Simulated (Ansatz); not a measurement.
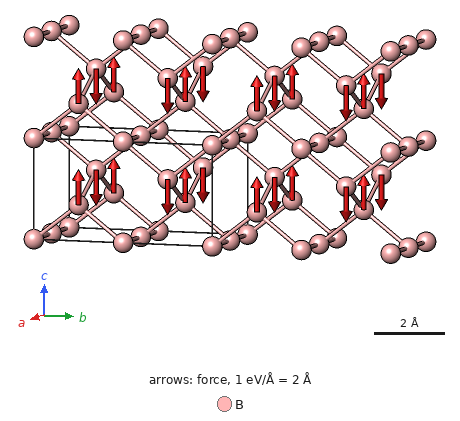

Starting geometry of crystalline B (a generated structure, set up in Cmme) (coarse preliminary run) with the computed forces as red arrows. A ball-and-stick model of the conventional cell (2 times the calculation's cell), repeated 1 × 2 × 2 with one cell outlined, seen slightly off an axis. Lengths and directions refer to the drawn axes.

Level of theory: Ansatz 0.2.0, DFT PBE, scalar-relativistic, plane waves, PAW.

The input:
```yaml
crystal:
  lattice:
    - [1.54378779, -2.71131579, 0.0]
    - [1.54378779, 2.71131579, 0.0]
    - [0.0, 0.0, 2.92351553]
  atoms:
    - { symbol: B, position: [0.75, 0.25, 0.35540738] }
    - { symbol: B, position: [0.25, 0.75, 0.64459262] }
    - { symbol: B, position: [0.0, 0.0, 0.0] }
    - { symbol: B, position: [0.5, 0.5, 0.0] }
basis:
  ecutwfc: 420
kpoints:
  mp_grid: { grid: [6, 6, 6] }
hamiltonian:
  xc: pbe
scf:
  occupations: { method: gaussian, width: 0.1 }
  lower_state_search: "off"
output:
  forces: true
  stress: true
  eigenvalues: true
relax:
  adjacent_minimum: "off"
  f_tol: 0.04
  max_steps: 70
  cell: { stress_tol: 0.4 }
```

Command:
```bash
ansatz run input.yaml --threads 1 --pin off --max-ram 2560MiB --backend cpu --events-out ev --progress --plain --runs-dir out
```

Is this structure relaxed? If not, where do the atoms go?

It isn't relaxed: the largest force vector, on B atoms, is 0.52 eV/Å. The atoms end up moving mostly along the starting forces (cosine between the two patterns 1.00). After 6 accepted moves (8 points after the start) the energy has fallen by 0.950 eV per cell of the calculation. Largest force component: 0.52 eV/Å at the start, 0.0028 eV/Å at the end. The pressure goes from 46.70 to 0.07 GPa. The SCF was repeated twice at an unchanged geometry on a basis and grid sized afresh for the cell, which shifted the energy by 33.0 meV per cell of the calculation at most. The largest moves relative to the cell, 0.038 Å, are those of B1 and B2. B2 goes along −c. The volume changes by +21.6 %, with a 3.088 → 3.120 Å (+1.1 %), b 5.423 → 5.652 Å (+4.2 %), c 2.924 → 3.374 Å (+15.4 %). Some distances before and after: B1–B3 1.708 → 1.878 Å, B1–B2 1.760 → 1.801 Å, B3–B4 1.544 → 1.560 Å. Bond angles that change, for instance: B3–B1–B4 105.1° → 97.6°, B2–B1–B2 122.6° → 120.1°, B2–B1–B3 107.0° → 109.2°. The space group stays Cmme (No. 67).
